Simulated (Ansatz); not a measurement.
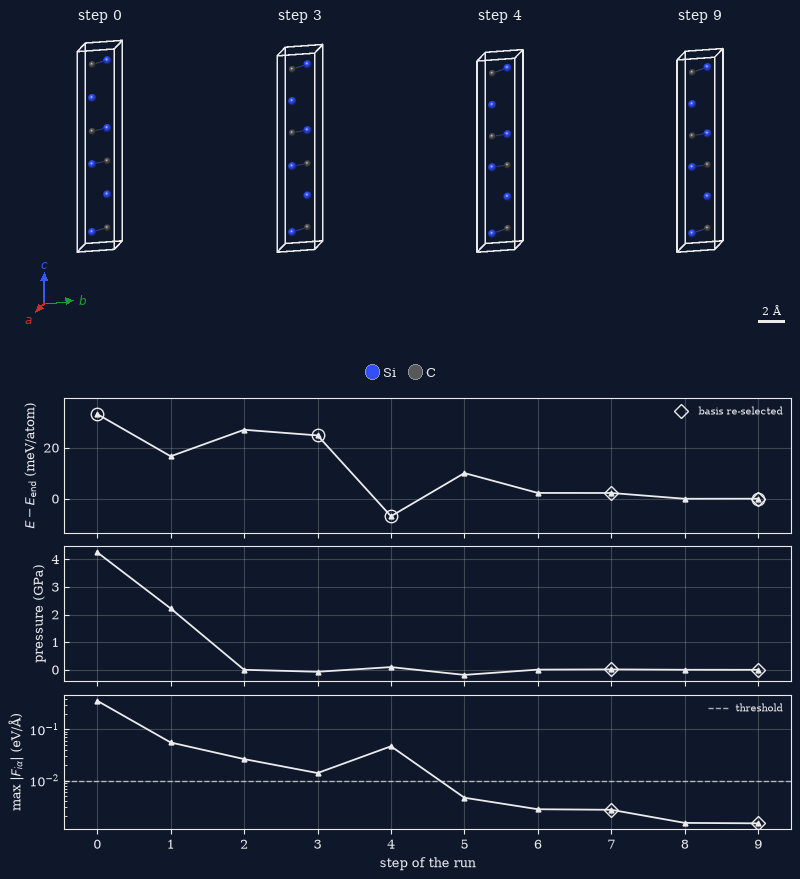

Frames of a relaxation of solid Si₃C₂ (a generated structure, set up in P6_3/mmc) (cell charge +1), marked on the history of the run. Style: ball-and-stick. Shown: the cell of the calculation, slightly off an axis.

All numbers below come from Ansatz, DFT PBE, scalar-relativistic, plane waves, PAW; settings changed.

The input:
```yaml
crystal:
  lattice:
    - [3.0987734086, 0.0, 0.0]
    - [-1.5493867043, 2.6836164924, 0.0]
    - [0.0, 0.0, 16.3816035206]
  atoms:
    - { symbol: Si, position: [0.3333333333, 0.6666666667, 0.25] }
    - { symbol: Si, position: [0.3333333333, 0.6666666667, 0.5808264937] }
    - { symbol: Si, position: [0.3333333333, 0.6666666667, 0.9191735063] }
    - { symbol: Si, position: [0.6666666667, 0.3333333333, 0.0808264937] }
    - { symbol: Si, position: [0.6666666667, 0.3333333333, 0.4191735063] }
    - { symbol: Si, position: [0.6666666667, 0.3333333333, 0.75] }
    - { symbol: C, position: [0.3333333333, 0.6666666667, 0.0833830195] }
    - { symbol: C, position: [0.3333333333, 0.6666666667, 0.4166169805] }
    - { symbol: C, position: [0.6666666667, 0.3333333333, 0.5833830195] }
    - { symbol: C, position: [0.6666666667, 0.3333333333, 0.9166169805] }
basis:
  ecutwfc: 420
kpoints:
  mp_grid: { grid: [12, 12, 4] }
hamiltonian:
  xc: pbe
scf:
  occupations: { method: gaussian, width: 0.1 }
  mixing: { preconditioner: kerker_dos }
output:
  forces: true
  eigenvalues: true
  stress: true
relax:
  adjacent_minimum: "off"
  f_tol: 0.01
  max_steps: 80
  cell: { stress_tol: 0.05 }
total_charge: 1
```

Launched with:
```bash
ansatz run input.yaml --threads 1 --pin off --max-ram 2560MiB --backend cpu --events-out ev --progress --plain --runs-dir out
```

Q: Describe the path.

A: The largest moves relative to the cell, 0.048 Å, are those of Si2, Si3, Si4 and Si5. Si5 goes along +c. By element the largest moves are Si 0.048 Å, C 0.031 Å. The volume changes by −1.3 %, with a = b 3.099 → 3.144 Å (+1.4 %), c 16.382 → 15.712 Å (−4.1 %). Near-neighbour distances that change, for instance: Si2–C9 1.790 → 1.819 Å. The space group stays P6_3/mmc (No. 194). The energy falls by 33.2 meV per atom in 7 accepted moves (9 points after the start). Largest force component: 0.36 eV/Å at the start, 0.0015 eV/Å at the end. Pressure: 4.25 GPa at the start and 0.00 GPa at the end. The SCF was repeated twice at an unchanged geometry on a basis and grid sized afresh for the cell, which shifted the energy by less than 0.05 meV per atom at most. Cost: 2.4 min on 1 thread of Intel(R) Xeon(R) Processor @ 2.70GHz, with other jobs on the host, peak memory 0.52 GiB. From step 0 to 3: C atoms move most (0.08 Å), volume +0.3 %, energy −8.4 meV per atom. From step 3 to 4: Si atoms move most (0.09 Å), volume −2.1 %, energy −31.7 meV per atom. From step 4 to 9: Si atoms move most (0.02 Å), volume +0.5 %, energy +6.9 meV per atom.

| step | E − E(0), meV/atom | largest force component, eV/Å | pressure, GPa | volume, Å³/atom | note |
| --- | --- | --- | --- | --- | --- |
| 0 | 0.00 | 0.3641 | 4.25 | 13.623 |  |
| 1 | -16.56 | 0.0557 | 2.22 | 13.576 |  |
| 2 | -6.16 | 0.0264 | 0.00 | 13.689 |  |
| 3 | -8.36 | 0.0141 | -0.07 | 13.669 |  |
| 4 | -40.09 | 0.0470 | 0.10 | 13.385 |  |
| 5 | -23.14 | 0.0046 | -0.19 | 13.538 |  |
| 6 | -30.94 | 0.0028 | 0.00 | 13.468 |  |
| 7 | -30.96 | 0.0027 | 0.01 | 13.468 | same geometry, new basis |
| 8 | -33.23 | 0.0015 | 0.00 | 13.448 |  |
| 9 | -33.21 | 0.0015 | 0.00 | 13.448 | same geometry, new basis |

Limits of the set-up: the cell is charged, on a uniform background, and energies carry no finite-size correction.
